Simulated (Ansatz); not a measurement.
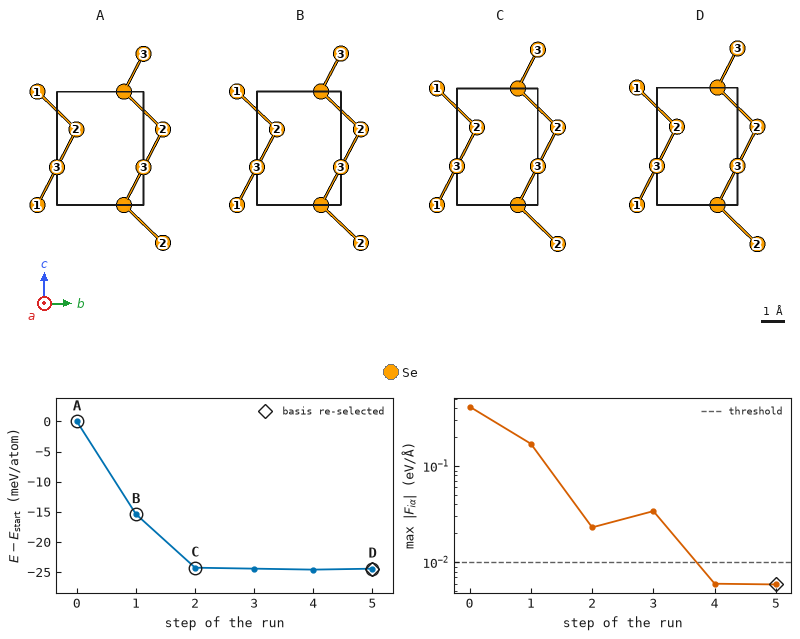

Frames of a relaxation of crystalline Se (set up in P3_121), marked on the history of the run. The picture is a ball-and-stick view of the cell of the calculation, seen along the a axis.

The run lets cell and atoms move.

Theory: Kohn-Sham DFT of a periodic cell, PBE with D3(BJ), Ansatz PAW in Ansatz 0.2.0.

Input file:
```yaml
crystal:
  lattice:
    - [4.3662, 0.0, 0.0]
    - [-2.1831, 3.781240118, 0.0]
    - [0.0, 0.0, 4.9536]
  atoms:
    - { symbol: Se, position: [0.7746, 0.7746, 0.0] }
    - { symbol: Se, position: [0.0, 0.2254, 0.6666666667] }
    - { symbol: Se, position: [0.2254, 0.0, 0.3333333333] }
hamiltonian:
  xc: pbe
  pseudopotentials: { kind: paw }
  dispersion: d3bj
kpoints:
  mp_grid: { grid: [7, 7, 6] }
scf:
  occupations: { method: fermi_dirac, width: 0.05 }
output:
  forces: true
  stress: true
relax:
  f_tol: 0.01
  max_steps: 40
  cell: { stress_tol: 0.05 }
```

Launched with:
```bash
ansatz run input.yaml --threads 2 --pin off --max-ram 5632MiB --backend cpu --events-out ev --progress --plain --runs-dir out
```

**What happens along the run?**

The largest moves relative to the cell, 0.090 Å, are those of Se1, Se2 and Se3. Se3 goes along +a. Cell: a = b 4.366 → 4.063 Å (−6.9 %), c 4.954 → 5.132 Å (+3.6 %). Volume −10.3 %. Near-neighbour distances that change, for instance: Se1–Se2 2.373 → 2.442 Å. The space group stays P3_121 (No. 152). The energy falls by 24.4 meV per atom in 4 accepted moves (5 points after the start). Largest force component: 0.42 eV/Å at the start, 0.0059 eV/Å at the end. Pressure: 0.73 GPa at the start and 0.00 GPa at the end. The SCF was repeated once at an unchanged geometry on a basis and grid sized afresh for the cell, which shifted the energy by 0.2 meV per atom at most. From step 0 to 1: Se atoms move most (0.05 Å), volume −5.6 %, energy −15.4 meV per atom. From step 1 to 2: Se atoms move most (0.04 Å), volume −4.8 %, energy −8.9 meV per atom. From step 2 to 5: volume −0.1 %, energy −0.2 meV per atom.

```json
{"step": "0", "E − E(0), meV/atom": "0.00", "largest force component, eV/Å": "0.4158", "pressure, GPa": "0.73", "volume, Å³/atom": "27.261", "note": ""}
{"step": "1", "E − E(0), meV/atom": "-15.38", "largest force component, eV/Å": "0.1708", "pressure, GPa": "0.57", "volume, Å³/atom": "25.729", "note": ""}
{"step": "2", "E − E(0), meV/atom": "-24.25", "largest force component, eV/Å": "0.0230", "pressure, GPa": "0.31", "volume, Å³/atom": "24.491", "note": ""}
{"step": "3", "E − E(0), meV/atom": "-24.41", "largest force component, eV/Å": "0.0340", "pressure, GPa": "-0.35", "volume, Å³/atom": "24.662", "note": ""}
{"step": "4", "E − E(0), meV/atom": "-24.57", "largest force component, eV/Å": "0.0060", "pressure, GPa": "0.01", "volume, Å³/atom": "24.455", "note": ""}
{"step": "5", "E − E(0), meV/atom": "-24.41", "largest force component, eV/Å": "0.0059", "pressure, GPa": "0.00", "volume, Å³/atom": "24.455", "note": "same geometry, new basis"}
```
